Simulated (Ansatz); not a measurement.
Structure data:

```
CELL_PARAMETERS angstrom
3.25627 0.00000 0.00000
-1.62814 2.82001 0.00000
0.00000 0.00000 7.70344
ATOMIC_POSITIONS crystal
Zn 0.00000 0.00000 0.75000
Zn 0.00000 0.00000 0.25000
O 0.33333 0.66667 0.25000
O 0.66667 0.33333 0.75000
```

Before looking at a picture, describe the arrangement of atoms.

The stoichiometry is ZnO. It takes space group P6_3/mmc (No. 194) on a primitive hexagonal lattice. In the cell are 2 Zn, 2 O, which makes 2 formula units. The Zn atoms are each bonded to three O in a trigonal planar arrangement at 1.88 Å. The coordination shell of O holds three Zn in a trigonal planar arrangement at 1.88 Å. The bonds build ZnO layers parallel to (001).

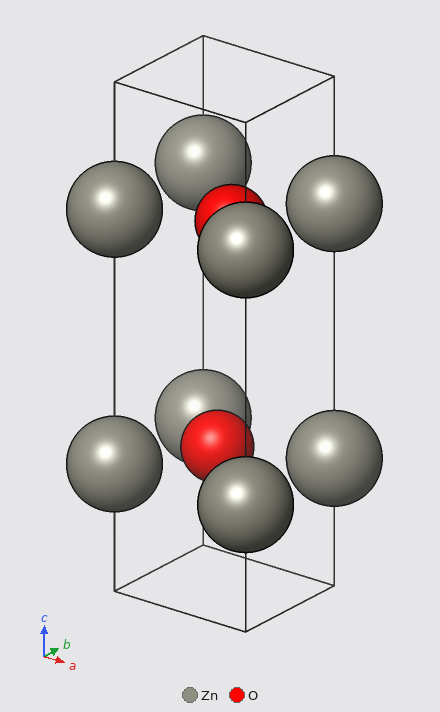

An orthographic spheres-only view of the structure, slightly off an axis. The frame is the conventional unit cell; atoms at its boundary are shown with their periodic copies. Colours: zinc grey, oxygen red.

The structure comes from a structure listed in the Materials Project. The cell was then strained or its atoms displaced on purpose. An electronic-structure calculation with Ansatz was run on it.
